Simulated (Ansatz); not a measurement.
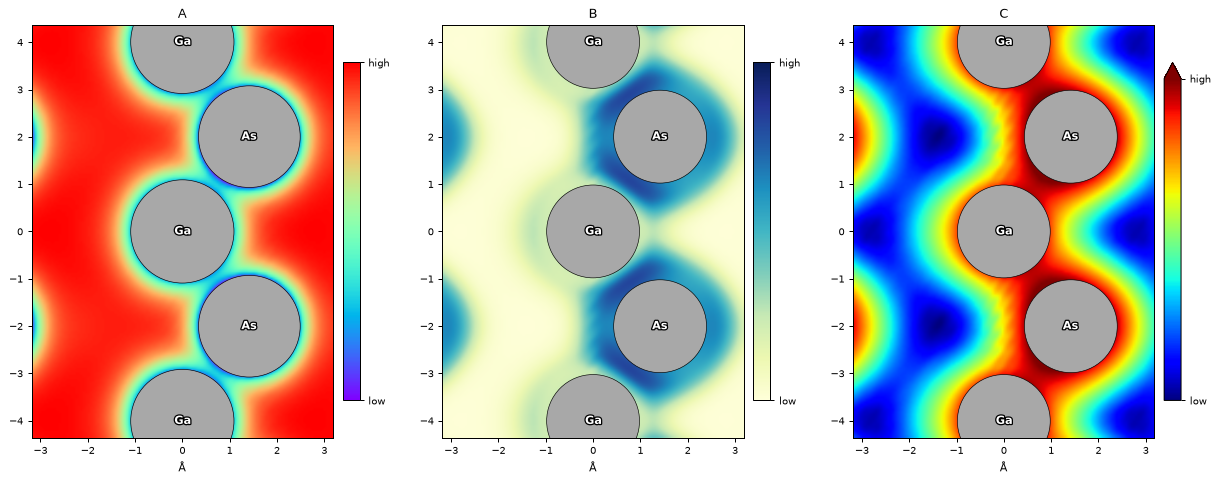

GaAs: 3 fields on the (110) plane of the conventional cell, with unlabelled colour scales. Grey discs cover the atomic cores.

Space group F-43m; started from the measured structure prototype, which need not be the ambient phase.

Method: DFT, HSE06, plane waves, PAW (Ansatz 0.2.0).

Q: The panels show electron localisation function, electrostatic potential energy of an electron and valence pseudo-density in some order. Assign them.

A: Panel A: electrostatic potential energy of an electron (low next to the atoms, rising into the space between them). Panel B: electron localisation function. Panel C: valence pseudo-density. From the grid: Ga–As (2.45 Å): ρ at the midpoint is about 0.51 e/Å³; the ELF peaks at about 0.80 between the atoms; localised, covalent bonding.
